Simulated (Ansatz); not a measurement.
NaI

The calculation's input:

```
crystal:
  lattice:
    - [4.7722534545, 0.0, 0.0]
    - [0.0, 4.1018944388, 0.0]
    - [0.0, 0.0, 6.7737783826]
  atoms:
    - { symbol: Na, position: [0.25, 0.5, 0.2499880837] }
    - { symbol: Na, position: [0.75, 0.5, 0.7500119163] }
    - { symbol: I, position: [0.25, 0.0, 0.7499134626] }
    - { symbol: I, position: [0.75, 0.0, 0.2500865374] }
basis:
  ecutwfc: 520.0
kpoints:
  mp_grid: { grid: [6, 8, 4] }
hamiltonian:
  xc: pbe
  dispersion: d3bj
scf:
  occupations: { method: gaussian, width: 0.05 }
output:
  forces: true
  stress: true
  eigenvalues: true
  write_density: true
  write_potential: true
  elf: true
  volumetric_format: npy
```

Run with:

```sh
ansatz run input.yaml --threads 1 --pin off --max-ram 2048MiB --backend cpu --events-out ev --progress --plain --runs-dir out
```

Below, planes, directions and counts refer to the conventional cell (a = 4.77 Å, b = 6.77 Å, c = 4.10 Å, α = 90.00°, β = 90.00°, γ = 90.00°).

Space group Cmmm; a structure from a database of computed crystals, not necessarily the ambient phase.

Level of theory: DFT PBE+D3(BJ), scalar-relativistic, plane waves, PAW in Ansatz.

In a PAW calculation such maps are meaningful between the atoms, not at the nuclei.

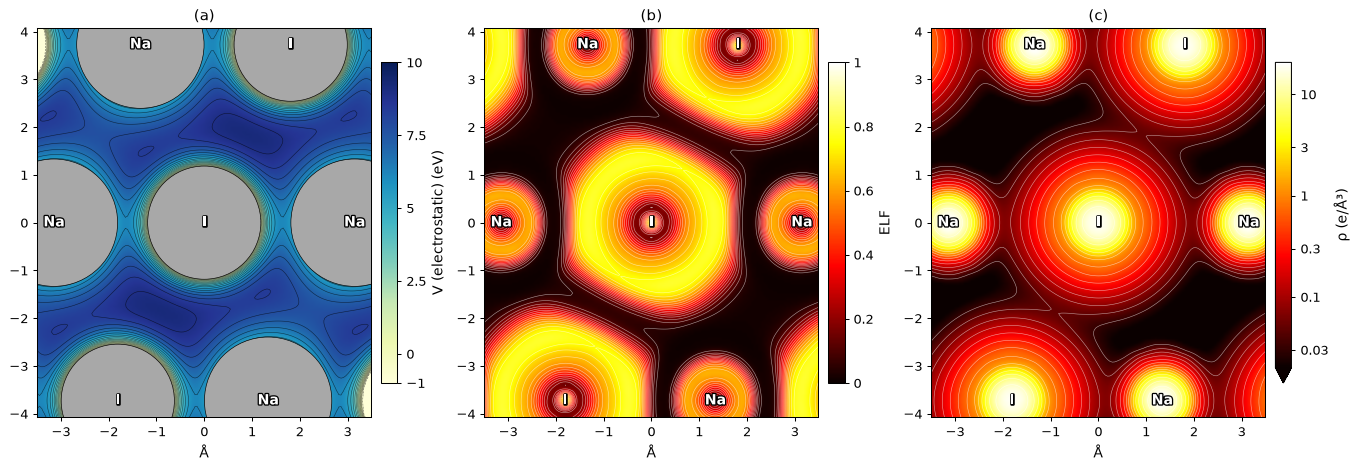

Figure 1. (a) electrostatic potential energy of an electron; (b) electron localisation function; (c) valence electron density on the (111) plane of the conventional cell. Grey discs cover the atomic cores in the potential map.

Question: What do the fields say about this system?

Answer:
- Atoms in the plane: Na and I.
- Na–I (3.15 Å): the density is about 0.15 e/Å³ at the midpoint, with its minimum of 0.07 e/Å³ about 1.2 Å from Na; the ELF peaks at about 0.80 in the valence shell of I, 1.3 Å from its nucleus, and falls to about 0 next to Na: a largely ionic contact.
- Between the atoms the lowest density in this plane is 0.01 e/Å³.
- The features right at Na lie inside the PAW spheres, where the map follows smoothed inner orbitals and isn't to be read closely.
- Outside the cores the potential energy rises away from the atoms and is highest about 2.1 Å from the nearest atoms; its zero is arbitrary.

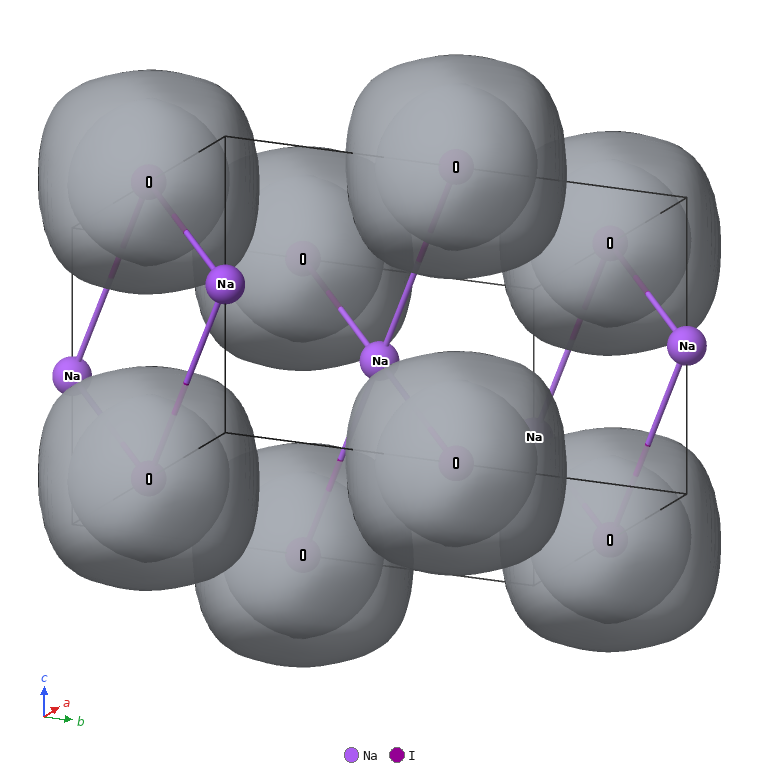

Figure 2. Isosurface of the electron localisation function at 0.7 (grey), seen at an oblique angle. Only the valence region is drawn (cores and ρ < 0.01 e/Å³ removed). Sticks mark near contacts.

Question: Where are the electrons localised?

Answer: The ELF exceeds this value in two regions wrapped around I (the valence shell of each), counted in one cell of 4 atoms. Regions shared between cells count once.

Question: Does the calculation give a band gap?

Answer: It is gapped, with a Kohn–Sham gap of 2.5 eV on the k-point mesh (the band edges may lie off the mesh, which would make the gap smaller).
